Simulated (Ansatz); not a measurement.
## Electronic structure of AlO4 in real space

Input

```
crystal:
  lattice:
    - [3.741415094, 0.0, 0.0]
    - [0.0, 3.741415094, 0.0]
    - [0.0, 0.0, 3.741415094]
  atoms:
    - { symbol: Al, position: [0.5, 0.5, 0.5] }
    - { symbol: O, position: [0.0, 0.5, 0.5], spin: 1.26 }
    - { symbol: O, position: [0.5, 0.0, 0.5], spin: 1.26 }
    - { symbol: O, position: [0.5, 0.5, 0.0], spin: 1.26 }
    - { symbol: O, position: [0.0, 0.0, 0.0], spin: 1.26 }
basis:
  ecutwfc: 420
kpoints:
  mp_grid: { grid: [10, 10, 10] }
hamiltonian:
  xc: pbe
scf:
  occupations: { method: gaussian, width: 0.1 }
output:
  forces: true
  stress: true
  eigenvalues: true
  populations: true
  write_density: true
  write_potential: true
  elf: true
  volumetric_format: npy
magnetization:
  spin_polarized: true
relax:
  adjacent_minimum: "off"
  f_tol: 0.01
  max_steps: 80
  cell: { stress_tol: 0.05 }
```

Command:

```sh
ansatz run input.yaml --threads 1 --pin off --max-ram 2560MiB --backend cpu --events-out ev --progress --plain --runs-dir out
```

Below, planes, directions and counts refer to the conventional cell (a = 3.74 Å, b = 3.74 Å, c = 3.74 Å, α = 90.00°, β = 90.00°, γ = 90.00°).

The fields are those of the relaxed geometry.

Space group Pm-3m; a structure generated by program, which may or may not match a known phase; spin-polarised.

Level of theory: Ansatz, DFT PBE, scalar-relativistic, plane waves, PAW.

In a PAW calculation such maps are meaningful between the atoms, not at the nuclei.

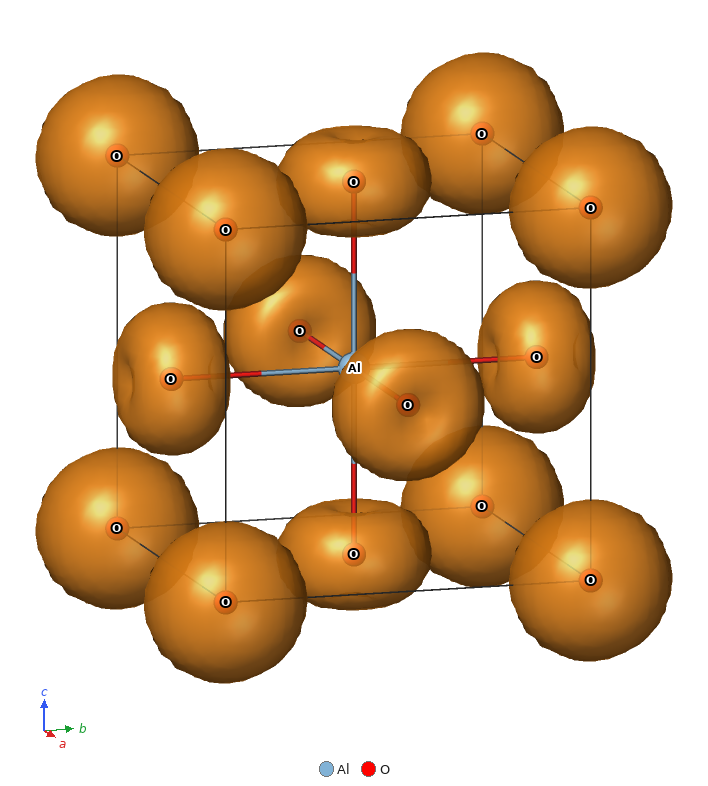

Figure 1. Isosurface of the magnetisation density (up minus down) at +0.2 e/Å³ (orange), seen slightly off an axis. Sticks mark near contacts.

Which atoms carry the moments, and with what signs?

The spin density sits on O: +1.9 μB and +0.9 μB (×3) in one cell of 5 atoms: parallel main moments (a ferromagnetic arrangement) in this solution. The cell of the calculation (5 atoms) carries 5.0 μB of net spin moment.

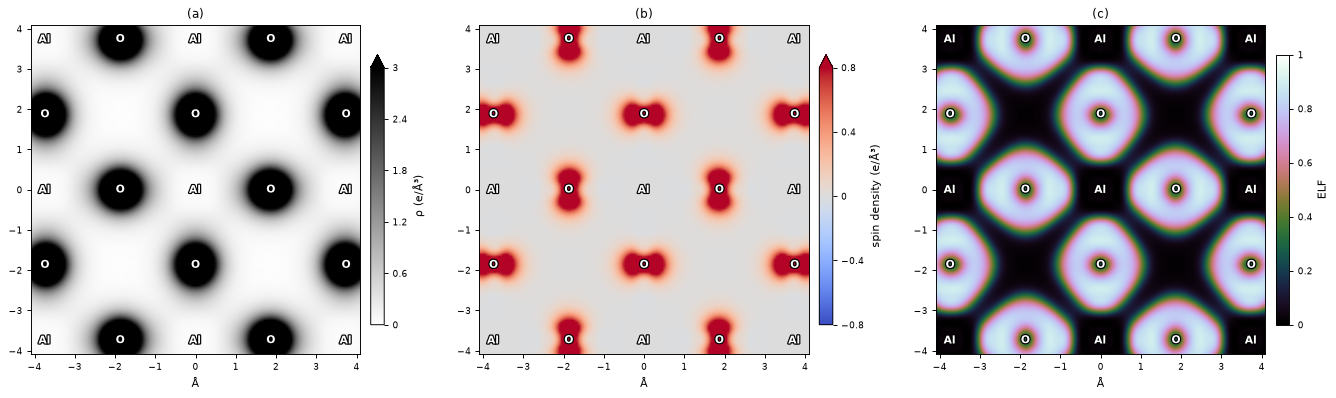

Figure 2. (a) valence charge density (pseudo); (b) spin density; (c) electron localisation function on the (001) plane of the conventional cell.

Interpret the plot.

Atoms in the plane: Al and O.
Al–O (1.87 Å): the density is about 0.61 e/Å³ at the midpoint; the ELF peaks at about 0.90 in the valence shell of O, 0.6 Å from its nucleus, and is about 0.85 at the midpoint.
Between the atoms the lowest density in this plane is 0.02 e/Å³.

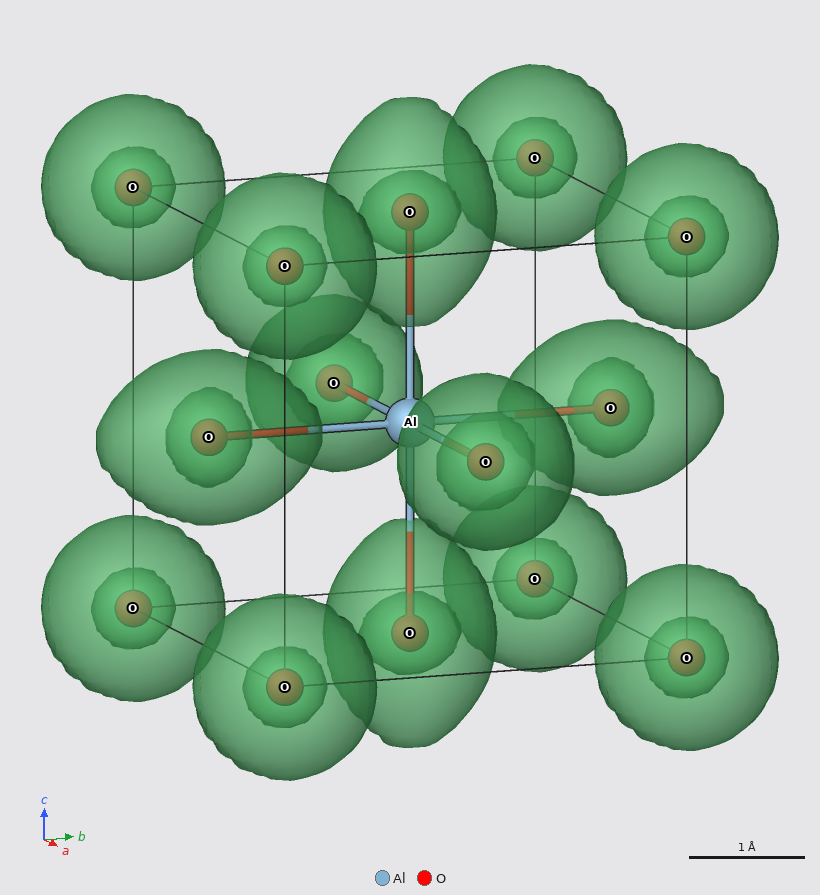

Figure 3. Isosurface of the electron localisation function at 0.75 (green), seen slightly off an axis. Core shells and regions of very low density are left out. Sticks mark near contacts.

Describe the localisation domains.

The ELF exceeds this value in four regions wrapped around O (the valence shell of each), counted in one cell of 5 atoms. Regions shared between cells count once.

Metal or insulator at this level of theory?

It is metallic or semimetallic at this level of theory: no gap opens.
